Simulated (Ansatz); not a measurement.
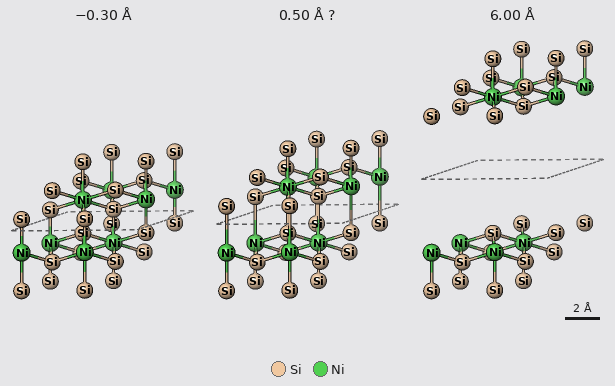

Energy scan for a crystal of Si₂Ni (Fm-3m), in which the crystal is pulled apart rigidly along the normal of the (1 1 1) plane of the conventional cell, at a cut between a plane of Si below and one of Si above, 1.56 Å apart. One cut stands in each cell, which starts 9.3 Å high; nothing is relaxed, and the dashed outline marks the cut. Style: ball-and-stick. Shown: the layers on both sides of the cut, from the side, nearly along the cut plane.

All numbers below come from Ansatz, DFT PBEsol, scalar-relativistic, plane waves, PAW. Settings: plane-wave cutoff 420 eV; k-point mesh 14 × 14 × 5; occupations gaussian; smearing width 0.15 eV; no spin polarisation. Energies (free energies at the smearing named) are counted from the relaxed crystal.

| opening (Å) | ΔE per area (J/m²) |
| --- | --- |
| −0.30 | 1.037 |
| −0.15 | 0.204 |
| 0.00 | 0.000 |
| 0.25 | 0.324 |
| 0.50 | ? |
| 0.75 | 1.396 |
| 1.00 | 1.754 |
| 1.50 | 2.152 |
| 2.00 | 2.363 |
| 3.00 | 2.532 |
| 4.50 | 2.564 |
| 6.00 | 2.566 |

One row is withheld. What is its energy?

Answer. A straight line between the two neighbours gives 0.860 J/m². A cubic through the four nearest rows (0.00, 0.25, 0.75, 1.00) gives, with Lagrange weights, (−0.1667)(0.000) + (0.6667)(0.324) + (0.6667)(1.396) + (−0.1667)(1.754) = 0.854 J/m². The calculation gives 0.894 J/m², so the cubic is 0.040 J/m² too low and the straight line 0.034 J/m² too low, as the curve bends downwards here.

The whole profile:

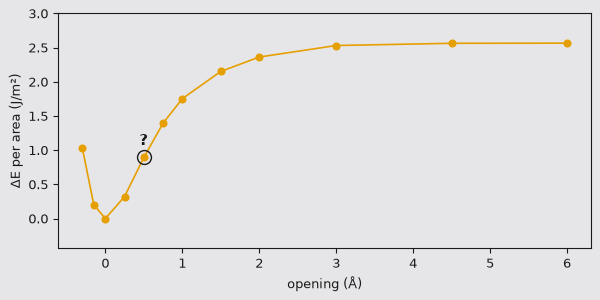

Limits of the set-up: an element that often carries a moment was run without spin polarisation.
